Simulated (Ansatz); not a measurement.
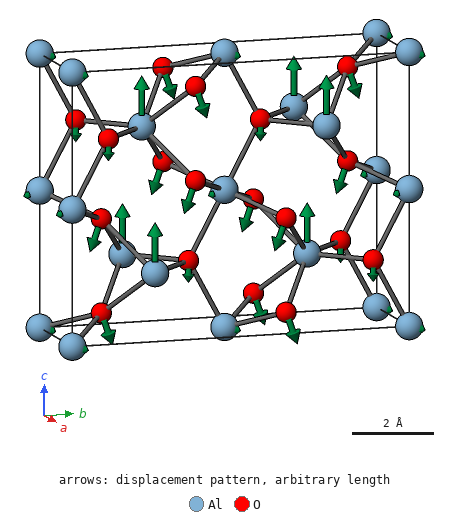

One vibrational mode of crystalline Al$_{2}$O$_{3}$ at the zone centre. Displacements are drawn as green arrows; their common scale and sign are arbitrary. A ball-and-stick model of the conventional cell (2 times the calculation's cell), seen slightly off an axis. Lengths and directions refer to the drawn axes.

Method: DFT r2SCAN, scalar-relativistic, plane waves, PAW in Ansatz 0.2.0. Settings: plane-wave cutoff 500 eV; k-point mesh 10 × 10 × 4; occupations gaussian; smearing width 0.05 eV; no spin polarisation.

Frequencies are those without the non-analytic (LO–TO) term.

### What mode is this, and where does it lie in the spectrum?

This is the B₁u mode at 95 cm⁻¹, optical level 2 of 27, counted from below, infrared-active by symmetry. The kinetic energy is shared as Al 63 %, O 37 %.
